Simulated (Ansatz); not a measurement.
# Run report: Ta$_{3}$N, geometry relaxation (part 1 of 2)

System: Ta$_{3}$N (P-3m1, 4 atoms in the cell).
Method: DFT r2SCAN, scalar-relativistic, plane waves, PAW, no spin polarisation (Ansatz 0.2.0).

The structure derives from a Materials Project entry. It belongs to a series of runs on one base structure; here: structure listed in a database for this formula (P-3m1, No. 164).

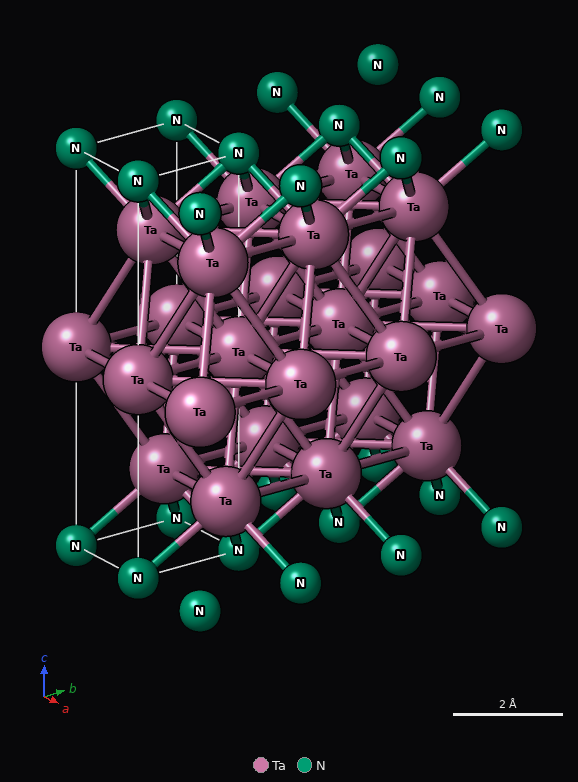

**Figure 1.** The starting structure (ball-and-stick view of the cell of the calculation, repeated 2 × 3 × 1, seen slightly off an axis).

### Input
```yaml
crystal:
  lattice:
    - [3.0322239879, 0.0, 0.0]
    - [-1.516111994, 2.6259830035, 0.0]
    - [0.0, 0.0, 7.524137]
  atoms:
    - { symbol: Ta, position: [0.0, 0.0, 0.5] }
    - { symbol: Ta, position: [0.33333333, 0.66666667, 0.17393] }
    - { symbol: Ta, position: [0.66666667, 0.33333333, 0.82607] }
    - { symbol: "N", position: [0.0, 0.0, 0.0] }
basis:
  ecutwfc: 500
kpoints:
  mp_grid: { grid: [18, 18, 6] }
hamiltonian:
  xc: r2scan
scf:
  occupations: { method: gaussian, width: 0.1 }
output:
  forces: true
  stress: true
  eigenvalues: true
relax:
  adjacent_minimum: "off"
  f_tol: 0.01
  max_steps: 80
  cell: { stress_tol: 0.05 }
```

Run on 1 thread of Intel Xeon (Sapphire Rapids), 192 GiB of memory available, shared host.

Command:
```bash
ansatz run input.yaml --threads 1 --pin off --max-ram 2560MiB --backend cpu --events-out ev --progress --plain --runs-dir out
```

### What the program printed
```
Engine: ansatz 0.2.0, x86_64-unknown-linux-gnu
Pseudopotentials: kind: paw
Pseudopotential: Ta, paw, valence charge 13, recommended cutoff 500 eV (meta_gga), Ta.paw.azcp
Pseudopotential: N, paw, valence charge 5, recommended cutoff 500 eV (meta_gga), N.paw.azcp
Functional definition: r2SCAN
  parameter k0 = 0.174
  parameter k1 = 0.065
  parameter a1 = 4.9479
  exchange = r2scan_x(k0 = k0, k1 = k1, a1 = a1)
  correlation = r2scan_c
Crystal: 4 atoms, lattice volume = 59.911 Å³
Basis set: ecut = 500 eV, 1539 PW (Γ), exchange–correlation on 96×96×240 points (64 copies of the dense FFT grid, shifted against one another)
Bands: 27, of which v1, the nominal top of the filled ones, is band 22 counted from 1 (21 counted from 0)
Symmetry: 12 space group operations
Space group: P-3m1 (ITA 164), of the structure as read, at distance tolerance 3.9e-5 Å
k-points: 202 of 1944
Non-local potential: Ta, projectors of the file, l = 0: 3, l = 1: 2, l = 2: 2, l = 3: 1
Non-local potential: N, projectors of the file, l = 0: 2, l = 1: 2, l = 2: 1
PAW form: soft (Blöchl's): semilocal exchange-correlation on the pseudo side does not see the compensation charge
PAW frozen core: Ta, regenerated for the run's functional (the file was generated under x = pbe(κ = 0.804, μ = 0.2195149727645171), c = pbe(β = 0.06672455060314922))
PAW frozen core: N, regenerated for the run's functional (the file was generated under x = pbe(κ = 0.804, μ = 0.2195149727645171), c = pbe(β = 0.06672455060314922))
PAW one-centre angular grid: Ta, 590 points (default); XC on 160 Gauss nodes
PAW one-centre angular grid: N, 302 points (default); XC on 160 Gauss nodes
Initial density: superposition of atomic densities (neutral atoms: chi_scale 0, normalization atom), corrected by the library's trained network
Initial wavefunctions: pseudopotential atomic-orbital guess
Functional: x = r2scan, c = r2scan; τ floored in thin density (d = 2e-4 eV/Å³)
SCF iter   1: F=—  HF=-30219.816873 eV  |F-HF|=—  |Δ(HF+E_count)|=         —  Δρ=1.09e-2  dr2=8.35e-2  dr2_τ=1.74e-1  ethr=1.77e-3  ⟨swp⟩=5.2  Hψ=23223  notcnv=0
preconditioner: auto → Kerker (q_TF=auto, 2.591 Å⁻¹)  [metal: Δε(μ)=0.010 eV  Ē_g=7.289 eV  σ=0.100 eV  W_gap=0.06  n_scr=24 (ndim 8)  ℏωp=21.5 eV  f_vac=0.000  D(μ)=2.95/eV (n_scr^D=36)]
SCF iter   2: F=—  HF=-30219.914862 eV  |F-HF|=—  |Δ(HF+E_count)|=   9.80e-2  Δρ=7.35e-3  dr2=2.45e-2  dr2_τ=1.61e-3  ethr=1.90e-4  ⟨swp⟩=2.0  Hψ=9983  notcnv=0  defer=32
SCF iter   3: F=—  HF=-30219.917618 eV  |F-HF|=—  |Δ(HF+E_count)|=   2.76e-3  Δρ=2.89e-3  dr2=4.79e-3  dr2_τ=9.36e-4  ethr=5.56e-5  ⟨swp⟩=2.0  Hψ=7178  notcnv=0  defer=32
SCF iter   4: F=—  HF=-30219.917436 eV  |F-HF|=—  |Δ(HF+E_count)|=   1.82e-4  Δρ=1.01e-3  dr2=9.77e-4  dr2_τ=1.59e-4  ethr=1.09e-5  ⟨swp⟩=2.0  Hψ=7290  notcnv=0  defer=32
SCF iter   5: F=—  HF=-30219.917413 eV  |F-HF|=—  |Δ(HF+E_count)|=   2.31e-5  Δρ=4.98e-4  dr2=2.83e-4  dr2_τ=4.08e-6  ethr=2.22e-6  ⟨swp⟩=2.0  Hψ=5629  notcnv=0  defer=32
SCF iter   6: F=—  HF=-30219.917412 eV  |F-HF|=—  |Δ(HF+E_count)|=   1.06e-6  Δρ=2.06e-4  dr2=3.31e-5  dr2_τ=7.60e-7  ethr=6.42e-7  ⟨swp⟩=1.6  Hψ=6174  notcnv=0  defer=32
SCF iter   7: F=—  HF=-30219.917413 eV  |F-HF|=—  |Δ(HF+E_count)|=   8.66e-7  Δρ=2.67e-5  dr2=2.16e-6  dr2_τ=1.05e-7  ethr=7.53e-8  ⟨swp⟩=2.0  Hψ=7407  notcnv=0  defer=35
SCF iter   8: F=-30219.917413 eV  HF=-30219.917413 eV  |F-HF|=2.27e-9  |Δ(HF+E_count)|=   2.81e-8  Δρ=5.52e-6  dr2=2.15e-8  dr2_τ=1.64e-9  ethr=2.27e-10  ⟨swp⟩=5.1  Hψ=23730  notcnv=0
SCF 1 converged in 8 iterations: F = -30219.917413 eV  dr2 = 2.15e-8
  greatest PAW one-centre occupation: 0.998 electrons in one spin orbital (limit 2), on the Ta atom at site 0 (counted from 0), in its partial waves of l = 0
relax step   1: F+E_penalty+E_count = -30219.91741268 eV  Δ(F+E_penalty+E_count) = +0.000e0 eV  max|allowed force component| = 6.059e-2 eV/Å  Δτ_max = 0.0000 Å  P = -3.908 GPa  Ω = 59.911 Å³  (8 SCF iters, dr2 threshold 1.00e-7 eV, accepted)
Crystal: 4 atoms, lattice volume = 56.792 Å³
Basis set: ecut = 500 eV, 1467 PW (Γ), exchange–correlation on 96×96×240 points (64 copies of the dense FFT grid, shifted against one another)
Initial density: handed on by an earlier stage of this run
Initial wavefunctions: those handed on with the density
iter 1 solved again at ethr=1.44e-3 eV; its pass at ethr=3.10e-3 eV (dr2=6.35e-1 eV) is discarded
SCF iter   1: F=—  HF=-30219.689259 eV  |F-HF|=—  |Δ(HF+E_count)|=         —  Δρ=1.19e-2  dr2=6.36e-1  dr2_τ=3.08e-1  ethr=1.44e-3  ⟨swp⟩=1.0  Hψ=36332  notcnv=0
preconditioner: auto → Kerker (q_TF=auto, 2.615 Å⁻¹)  [metal: Δε(μ)=0.013 eV  Ē_g=7.380 eV  σ=0.100 eV  W_gap=0.08  n_scr=24 (ndim 8)  ℏωp=22.0 eV  f_vac=0.000  D(μ)=3.04/eV (n_scr^D=36)]
SCF iter   2: F=—  HF=-30219.875935 eV  |F-HF|=—  |Δ(HF+E_count)|=   1.87e-1  Δρ=4.70e-3  dr2=4.93e-2  dr2_τ=7.08e-3  ethr=1.44e-3  ⟨swp⟩=2.2  Hψ=6623  notcnv=0
SCF iter   3: F=—  HF=-30219.876713 eV  |F-HF|=—  |Δ(HF+E_count)|=   7.78e-4  Δρ=2.58e-3  dr2=2.05e-2  dr2_τ=3.66e-4  ethr=1.12e-4  ⟨swp⟩=1.1  Hψ=6683  notcnv=0  defer=2
SCF iter   4: F=—  HF=-30219.875065 eV  |F-HF|=—  |Δ(HF+E_count)|=   1.65e-3  Δρ=9.88e-4  dr2=1.08e-3  dr2_τ=5.93e-5  ethr=4.66e-5  ⟨swp⟩=2.0  Hψ=6979  notcnv=0  defer=2
SCF iter   5: F=—  HF=-30219.875003 eV  |F-HF|=—  |Δ(HF+E_count)|=   6.15e-5  Δρ=1.97e-4  dr2=2.28e-5  dr2_τ=4.42e-6  ethr=2.46e-6  ⟨swp⟩=2.2  Hψ=7591  notcnv=0  defer=2
SCF iter   6: F=—  HF=-30219.875010 eV  |F-HF|=—  |Δ(HF+E_count)|=   7.08e-6  Δρ=6.41e-5  dr2=6.85e-6  dr2_τ=3.35e-7  ethr=5.18e-8  ⟨swp⟩=2.0  Hψ=8131  notcnv=0  defer=2
SCF iter   7: F=—  HF=-30219.875011 eV  |F-HF|=—  |Δ(HF+E_count)|=   1.80e-7  Δρ=2.80e-5  dr2=8.53e-7  dr2_τ=1.06e-7  ethr=1.56e-8  ⟨swp⟩=2.0  Hψ=7188  notcnv=0  defer=2
SCF iter   8: F=-30219.875011 eV  HF=-30219.875011 eV  |F-HF|=2.15e-8  |Δ(HF+E_count)|=   5.39e-8  Δρ=6.78e-6  dr2=4.16e-8  dr2_τ=6.45e-10  ethr=9.09e-10  ⟨swp⟩=6.8  Hψ=21604  notcnv=0
SCF 2 converged in 8 iterations: F = -30219.875011 eV  dr2 = 4.16e-8
relax step   2: F+E_penalty+E_count = -30219.87501051 eV  Δ(F+E_penalty+E_count) = +4.240e-2 eV  max|allowed force component| = 2.421e-1 eV/Å  Δτ_max = 0.0334 Å  P = +9.426 GPa  Ω = 56.792 Å³  energy of the carried Pulay correction = +1.407e-3 eV  (8 SCF iters, dr2 threshold 4.00e-7 eV, rejected (line search))
Crystal: 4 atoms, lattice volume = 58.933 Å³
Basis set: ecut = 500 eV, 1515 PW (Γ), exchange–correlation on 96×96×240 points (64 copies of the dense FFT grid, shifted against one another)
iter 1 solved again at ethr=8.85e-4 eV; its pass at ethr=3.10e-3 eV (dr2=3.89e-1 eV) is discarded
SCF iter   1: F=—  HF=-30219.839664 eV  |F-HF|=—  |Δ(HF+E_count)|=         —  Δρ=8.70e-3  dr2=3.92e-1  dr2_τ=1.72e-1  ethr=8.85e-4  ⟨swp⟩=1.0  Hψ=31798  notcnv=0  defer=1
preconditioner: auto → Kerker (q_TF=auto, 2.599 Å⁻¹)  [metal: Δε(μ)=0.007 eV  Ē_g=7.362 eV  σ=0.100 eV  W_gap=0.04  n_scr=24 (ndim 8)  ℏωp=21.6 eV  f_vac=0.000  D(μ)=2.85/eV (n_scr^D=36)]
SCF iter   2: F=—  HF=-30219.937632 eV  |F-HF|=—  |Δ(HF+E_count)|=   9.80e-2  Δρ=3.25e-3  dr2=2.77e-2  dr2_τ=3.88e-3  ethr=8.85e-4  ⟨swp⟩=2.2  Hψ=6551  notcnv=0  defer=1
SCF iter   3: F=—  HF=-30219.938155 eV  |F-HF|=—  |Δ(HF+E_count)|=   5.23e-4  Δρ=1.70e-3  dr2=9.11e-3  dr2_τ=1.60e-4  ethr=6.30e-5  ⟨swp⟩=1.0  Hψ=5919  notcnv=0  defer=1
SCF iter   4: F=—  HF=-30219.937413 eV  |F-HF|=—  |Δ(HF+E_count)|=   7.42e-4  Δρ=6.53e-4  dr2=3.76e-4  dr2_τ=3.54e-5  ethr=2.07e-5  ⟨swp⟩=2.0  Hψ=6973  notcnv=0  defer=1
SCF iter   5: F=—  HF=-30219.937385 eV  |F-HF|=—  |Δ(HF+E_count)|=   2.77e-5  Δρ=1.55e-4  dr2=1.41e-5  dr2_τ=3.35e-6  ethr=8.55e-7  ⟨swp⟩=2.0  Hψ=8353  notcnv=0  defer=1
SCF iter   6: F=—  HF=-30219.937389 eV  |F-HF|=—  |Δ(HF+E_count)|=   3.49e-6  Δρ=5.20e-5  dr2=4.20e-6  dr2_τ=2.46e-7  ethr=3.22e-8  ⟨swp⟩=2.0  Hψ=7467  notcnv=0  defer=1
SCF iter   7: F=—  HF=-30219.937391 eV  |F-HF|=—  |Δ(HF+E_count)|=   1.82e-6  Δρ=1.78e-5  dr2=3.77e-7  dr2_τ=3.93e-8  ethr=9.55e-9  ⟨swp⟩=2.0  Hψ=6984  notcnv=0  defer=1
SCF iter   8: F=—  HF=-30219.937391 eV  |F-HF|=—  |Δ(HF+E_count)|=   2.36e-9  Δρ=3.63e-6  dr2=5.98e-9  dr2_τ=1.33e-9  ethr=8.57e-10  ⟨swp⟩=2.0  Hψ=7373  notcnv=0  defer=1
SCF iter   9: F=—  HF=-30219.937391 eV  |F-HF|=—  |Δ(HF+E_count)|=   3.11e-9  Δρ=8.65e-7  dr2=5.21e-10  dr2_τ=2.49e-11  ethr=1.36e-11  ⟨swp⟩=2.0  Hψ=8081  notcnv=0  defer=1
SCF iter  10: F=—  HF=-30219.937391 eV  |F-HF|=—  |Δ(HF+E_count)|=  1.38e-10  Δρ=1.90e-7  dr2=5.46e-11  dr2_τ=1.60e-12  ethr=1.18e-12  ⟨swp⟩=2.4  Hψ=8539  notcnv=0  defer=1
SCF iter  11: F=-30219.937391 eV  HF=-30219.937391 eV  |F-HF|=1.46e-11  |Δ(HF+E_count)|=    0.00e0  Δρ=2.86e-8  dr2=6.21e-13  dr2_τ=5.30e-14  ethr=1.00e-12  ⟨swp⟩=5.1  Hψ=18256  notcnv=0
SCF 3 converged in 11 iterations: F = -30219.937391 eV  dr2 = 6.21e-13
relax step   3: F+E_penalty+E_count = -30219.93739066 eV  Δ(F+E_penalty+E_count) = -1.998e-2 eV  max|allowed force component| = 2.087e-2 eV/Å  Δτ_max = 0.0075 Å  P = -0.014 GPa  Ω = 58.933 Å³  energy of the carried Pulay correction = +4.333e-4 eV  (11 SCF iters, accepted)
Crystal: 4 atoms, lattice volume = 58.954 Å³
iter 1 solved again at ethr=9.16e-7 eV; its pass at ethr=3.10e-3 eV (dr2=4.03e-4 eV) is discarded
SCF iter   1: F=—  HF=-30219.937643 eV  |F-HF|=—  |Δ(HF+E_count)|=         —  Δρ=8.85e-4  dr2=4.78e-4  dr2_τ=1.75e-3  ethr=9.16e-7  ⟨swp⟩=3.2  Hψ=32026  notcnv=0
preconditioner: auto → Kerker (q_TF=auto, 2.598 Å⁻¹)  [metal: Δε(μ)=0.003 eV  Ē_g=7.304 eV  σ=0.100 eV  W_gap=0.02  n_scr=24 (ndim 8)  ℏωp=21.6 eV  f_vac=0.000  D(μ)=3.03/eV (n_scr^D=36)]
SCF iter   2: F=—  HF=-30219.938436 eV  |F-HF|=—  |Δ(HF+E_count)|=   7.93e-4  Δρ=4.30e-4  dr2=1.11e-4  dr2_τ=7.77e-6  ethr=9.16e-7  ⟨swp⟩=2.0  Hψ=9298  notcnv=0
SCF iter   3: F=—  HF=-30219.938445 eV  |F-HF|=—  |Δ(HF+E_count)|=   9.72e-6  Δρ=1.98e-4  dr2=2.48e-5  dr2_τ=2.71e-6  ethr=2.51e-7  ⟨swp⟩=2.0  Hψ=6924  notcnv=0
SCF iter   4: F=—  HF=-30219.938444 eV  |F-HF|=—  |Δ(HF+E_count)|=   1.73e-6  Δρ=6.88e-5  dr2=3.71e-6  dr2_τ=1.88e-7  ethr=5.63e-8  ⟨swp⟩=2.0  Hψ=6490  notcnv=0
SCF iter   5: F=-30219.938443 eV  HF=-30219.938443 eV  |F-HF|=2.88e-8  |Δ(HF+E_count)|=   2.23e-7  Δρ=2.26e-5  dr2=2.38e-7  dr2_τ=1.19e-8  ethr=9.09e-10  ⟨swp⟩=4.0  Hψ=24722  notcnv=0
SCF 4 converged in 5 iterations: F = -30219.938443 eV  dr2 = 2.38e-7
relax step   4: F+E_penalty+E_count = -30219.93844343 eV  Δ(F+E_penalty+E_count) = -1.053e-3 eV  max|allowed force component| = 1.284e-2 eV/Å  Δτ_max = 0.0023 Å  P = -0.200 GPa  Ω = 58.954 Å³  energy of the carried Pulay correction = +4.241e-4 eV  (5 SCF iters, dr2 threshold 4.00e-7 eV, accepted)
Crystal: 4 atoms, lattice volume = 58.887 Å³
iter 1 solved again at ethr=1.51e-6 eV; its pass at ethr=3.10e-3 eV (dr2=6.65e-4 eV) is discarded
SCF iter   1: F=—  HF=-30219.938176 eV  |F-HF|=—  |Δ(HF+E_count)|=         —  Δρ=5.84e-4  dr2=6.92e-4  dr2_τ=1.07e-3  ethr=1.51e-6  ⟨swp⟩=2.0  Hψ=29844  notcnv=0
preconditioner: auto → Kerker (q_TF=auto, 2.599 Å⁻¹)  [metal: Δε(μ)=0.006 eV  Ē_g=7.303 eV  σ=0.100 eV  W_gap=0.03  n_scr=24 (ndim 8)  ℏωp=21.6 eV  f_vac=0.000  D(μ)=3.02/eV (n_scr^D=36)]
SCF iter   2: F=—  HF=-30219.938640 eV  |F-HF|=—  |Δ(HF+E_count)|=   4.64e-4  Δρ=2.63e-4  dr2=8.76e-5  dr2_τ=7.22e-6  ethr=1.51e-6  ⟨swp⟩=2.9  Hψ=9445  notcnv=0
SCF iter   3: F=—  HF=-30219.938645 eV  |F-HF|=—  |Δ(HF+E_count)|=   4.86e-6  Δρ=1.29e-4  dr2=2.41e-5  dr2_τ=7.73e-7  ethr=1.99e-7  ⟨swp⟩=1.1  Hψ=5526  notcnv=0
SCF iter   4: F=—  HF=-30219.938644 eV  |F-HF|=—  |Δ(HF+E_count)|=   1.36e-6  Δρ=4.62e-5  dr2=1.65e-6  dr2_τ=2.82e-7  ethr=5.48e-8  ⟨swp⟩=2.0  Hψ=7470  notcnv=0
SCF iter   5: F=-30219.938643 eV  HF=-30219.938643 eV  |F-HF|=1.90e-8  |Δ(HF+E_count)|=   1.57e-7  Δρ=1.89e-5  dr2=1.32e-7  dr2_τ=1.52e-8  ethr=5.73e-10  ⟨swp⟩=6.9  Hψ=25236  notcnv=0
SCF 5 converged in 5 iterations: F = -30219.938643 eV  dr2 = 1.32e-7
relax step   5: F+E_penalty+E_count = -30219.93864350 eV  Δ(F+E_penalty+E_count) = -2.001e-4 eV  max|allowed force component| = 3.666e-3 eV/Å  Δτ_max = 0.0022 Å  P = +0.013 GPa  Ω = 58.887 Å³  energy of the carried Pulay correction = +4.539e-4 eV  (5 SCF iters, dr2 threshold 2.52e-7 eV, accepted)
Initial wavefunctions: pseudopotential atomic-orbital guess (no wavefunctions were taken with the density)
iter 1 solved again at ethr=6.93e-8 eV; its pass at ethr=3.10e-3 eV (dr2=3.05e-5 eV) is discarded
```
